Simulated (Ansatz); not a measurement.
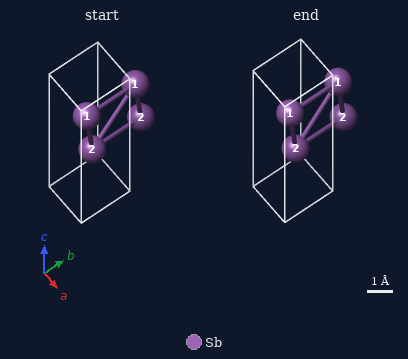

The structure of crystalline Sb (set up in P6_3/mmc) before (left) and after (right) a relaxation, at one scale.

A ball-and-stick model of the cell of the calculation, reduced to other axes, repeated 1 × 2 × 1 with one cell outlined, seen from a free direction. Lengths and directions refer to the drawn axes.

Method: Ansatz, DFT PBEsol, scalar-relativistic, plane waves, PAW. Set-up: plane-wave cutoff 420 eV; k-point mesh 15 × 15 × 8; occupations gaussian; smearing width 0.1 eV; no spin polarisation; cell and atoms relaxed; force threshold 0.005 eV/Å; at most 80 steps.

Describe what moved and what it gained.

The atoms keep their places relative to the cell (all moves are under 0.005 Å). Cell: a = b 3.369 → 3.315 Å (−1.6 %), c 5.330 → 5.496 Å (+3.1 %). Volume −0.2 %. Some distances before and after: Sb1–Sb1 3.369 → 3.315 Å, Sb1–Sb2 3.299 → 3.349 Å. The space group stays P6_3/mmc (No. 194). After 4 accepted moves (5 points after the start) the energy has fallen by 13.0 meV per cell of the calculation. All forces vanish by symmetry, so only the cell relaxes. Pressure: −0.04 GPa at the start and 0.00 GPa at the end. At 1 point the geometry stayed and the basis and grid were re-selected for the new cell (energy shift of less than 0.05 meV per cell of the calculation at most each time).
